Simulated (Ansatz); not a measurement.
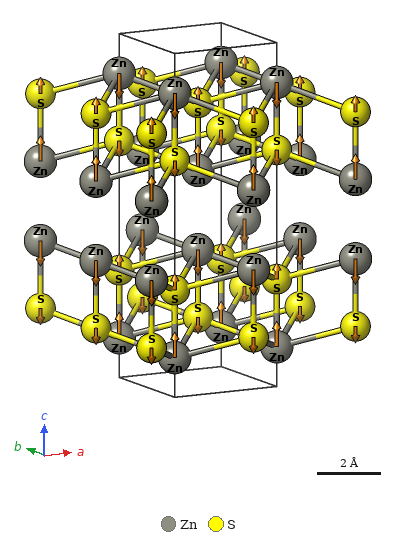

This is a relaxation of crystalline ZnS (built on the HgF-139 type type). The starting structure is drawn; orange arrows show the displacements (the part carried along by the change of the cell is left out), at their true length.

A ball-and-stick model of the conventional cell (2 times the calculation's cell), seen from a free direction. Lengths and directions refer to the drawn axes.

The calculation used Ansatz, DFT, PBEsol, plane waves, PAW.

Input
```yaml
crystal:
  lattice:
    - [-1.86381855, 1.86381855, 5.62641987]
    - [1.86381855, -1.86381855, 5.62641987]
    - [1.86381855, 1.86381855, -5.62641987]
  atoms:
    - { symbol: Zn, position: [0.88451596, 0.88451596, 0.0] }
    - { symbol: Zn, position: [0.11548404, 0.11548404, 0.0] }
    - { symbol: S, position: [0.6881518, 0.6881518, 0.0] }
    - { symbol: S, position: [0.3118482, 0.3118482, 0.0] }
kpoints:
  mp_grid: { grid: [8, 8, 8] }
hamiltonian:
  xc: pbesol
scf:
  occupations: { method: fermi_dirac, width: 0.03 }
relax:
  f_tol: 0.01
  cell: {}
  max_steps: 120
```

Launched with:
```bash
ansatz run input.yaml --threads 2 --pin off --max-ram 2211MiB --backend cpu --events-out ev --progress --plain --runs-dir out
```

Q: Atoms of which element are displaced furthest, and by how much?

A: Zinc: up to 0.86 Å, against 0.57 Å for sulfur.

Q: What happened in the run?

A: After 15 accepted moves (18 points after the start) the energy has fallen by 644 meV per atom. The largest force component goes from 2.5 to 0.0017 eV/Å. The pressure goes from −2.57 to 0.01 GPa. The line search rejected the trial step at point 10 of the run. At 2 points the geometry stayed and the basis and grid were re-selected for the new cell (energy shift of 1.8 meV per atom at most each time). The largest moves relative to the cell, 0.86 Å, are those of Zn1 and Zn2. Zn2 goes along +c. Largest moves by element: Zn 0.86 Å, S 0.57 Å. The drawn cell changes as follows: a = b 3.728 → 3.448 Å (−7.5 %), c 11.253 → 13.757 Å (+22.3 %); the volume changes by +4.6 %. Some distances before and after: Zn1–S4 2.760 → 2.476 Å, Zn1–S3 2.210 → 2.404 Å. Bond angles that change, for instance: S3–Zn2–S4 72.8° → 100.1°, Zn1–S3–Zn2 107.2° → 79.9°, S3–Zn2–S3 145.5° → 159.9°. The space group stays I4/mmm (No. 139). The run took 2 min on 2 threads of AMD EPYC 7571 (shared host), peak memory 0.47 GiB.

Limits of the set-up: layers or molecules are held without a dispersion correction, so their spacing is unreliable.
